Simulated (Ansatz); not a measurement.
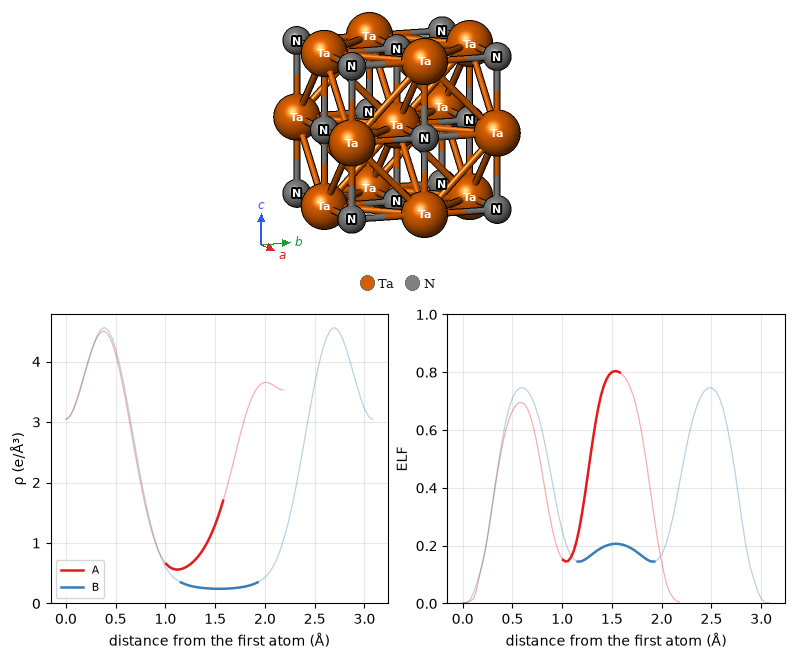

Figure 1: TaN. Valence charge density (pseudo) and ELF along straight lines between neighbouring atoms. Thin, pale parts lie inside the atomic spheres. The structure is drawn too.

Space group Fm-3m; computed pressure about 14 GPa in this cell; the program warned that a starting moment wasn't kept; spin-polarised, but the moments vanished.

Level of theory: Ansatz, Kohn-Sham DFT of a periodic cell, PBE, Ansatz PAW.

Core electrons are frozen (PAW), and the valence fields are smoothed inside the atomic spheres.

The calculation's input:

```
crystal:
  lattice:
    - [0.0, 2.17900131, 2.17900131]
    - [2.17900131, 0.0, 2.17900131]
    - [2.17900131, 2.17900131, 0.0]
  atoms:
    - { symbol: Ta, position: [0.5, 0.5, 0.5], spin: 0.5 }
    - { symbol: "N", position: [0.0, 0.0, 0.0] }
hamiltonian:
  xc: pbe
  pseudopotentials: { kind: paw }
magnetization:
  spin_polarized: true
kpoints:
  mp_grid: { grid: [7, 7, 7] }
scf:
  occupations: { method: gaussian, width: 0.05 }
output:
  forces: true
  stress: true
  eigenvalues: true
  write_density: true
  write_potential: true
  elf: true
  volumetric_format: npy
```

Command:

```sh
ansatz run input.yaml --threads 2 --pin off --max-ram 5632MiB --backend cpu --events-out ev --progress --plain --runs-dir out
```

Below, planes, directions and counts refer to the conventional cell (a = 4.36 Å, b = 4.36 Å, c = 4.36 Å, α = 90.00°, β = 90.00°, γ = 90.00°).

> Which curve belongs to which contact (Ta–N and Ta–Ta)? The first atom named is at distance zero.

Curve A: Ta–N (2.18 Å): the density is about 0.57 e/Å³ at the midpoint; the ELF peaks at about 0.80 in the valence shell of N, 0.7 Å from its nucleus, and is about 0.15 at the midpoint (no shared electron pair shows on this line). Curve B: Ta–Ta (3.08 Å): ρ is about 0.24 e/Å³ halfway; the ELF is about 0.20 at the midpoint; no localised pair shows between them.
